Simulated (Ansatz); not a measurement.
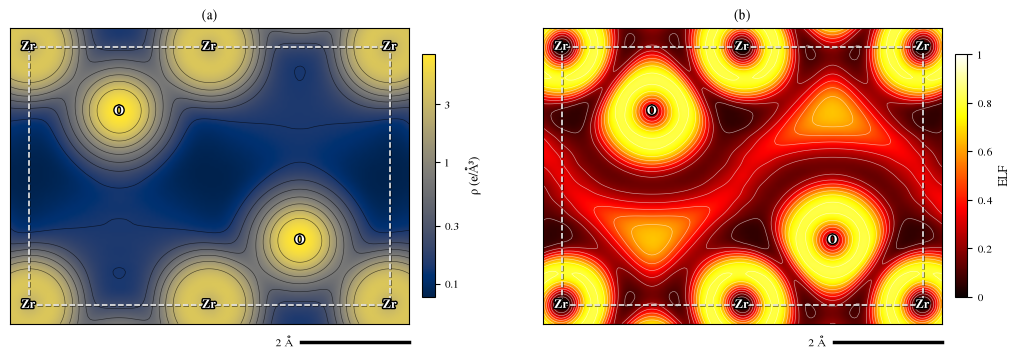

The picture shows: Zr2O. (a) valence pseudo-density; (b) electron localisation function on the (010) plane of the conventional cell.

Space group Cmme; a structure from a database of computed crystals, not necessarily the ambient phase; changed on purpose from its base cell (strain -0.0200 x Voigt [0, 0, 0, 0, 0, 1], atoms carried along).

All numbers below come from Ansatz 0.2.0, DFT PBEsol, scalar-relativistic, plane waves, PAW.

Interpret the plot.

Answer. The section cuts through Zr and O sites.
Zr–O (2.06 Å): ρ at the midpoint is about 0.73 e/Å³; the ELF peaks at about 0.80 in the valence shell of O, 0.6 Å from its nucleus, and drops to about 0.20 between the two atoms (no shared electron pair shows on this line).
Between the atoms the lowest density in this plane is 0.08 e/Å³.
The features right at Zr lie inside the PAW spheres, where the map follows smoothed inner orbitals and isn't to be read closely.
